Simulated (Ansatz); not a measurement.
```xyz
8
Lattice="3.7988 0.0000 0.0000 0.0000 3.7988 0.0000 0.0000 0.0000 6.4454" Properties=species:S:1:pos:R:3 pbc="T T T"
Ca    0.0000    0.0000    0.0000
F     0.0000    1.8994    1.6113
F     1.8994    0.0000    1.6113
F     0.0000    0.0000    3.2227
Ca    1.8994    1.8994    3.2227
F     1.8994    0.0000    4.8340
F     0.0000    1.8994    4.8340
F     1.8994    1.8994    0.0000
```

Space group I4/mmm; a structure from a database of computed crystals, not necessarily the ambient phase; computed pressure about −3 GPa in this cell; spin-polarised.

The calculation used Ansatz, DFT PBEsol, scalar-relativistic, plane waves, PAW.

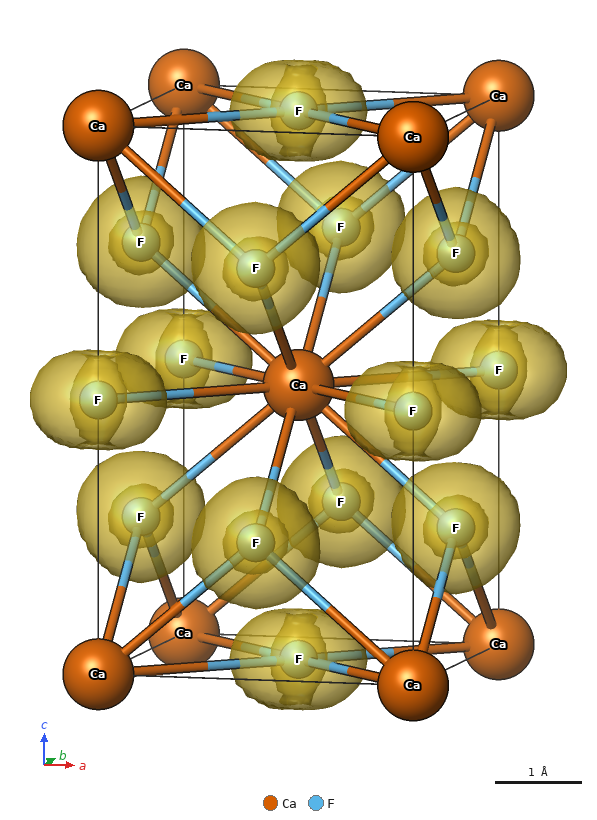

CaF$_{3}$. Isosurface of the electron localisation function at 0.75 (yellow), seen slightly off an axis. Only the valence region is drawn (cores and ρ < 0.01 e/Å³ removed). Sticks mark near contacts.

> Identify the bonds, lone pairs and shells in this picture.

At this value the surface marks out six regions wrapped around F (the valence shell of each), counted in one cell of 8 atoms. Any copies at cell faces, edges or corners count once.

Values along the shortest contacts:
Ca–F (2.49 Å): the ELF is about 0.05 at the midpoint: no shared electron pair shows on this line. Ca–F (2.69 Å): the ELF is about 0 at the midpoint; no shared electron pair shows on this line.

> Does the calculation give a band gap?

It is metallic or semimetallic at this level of theory: no gap opens.
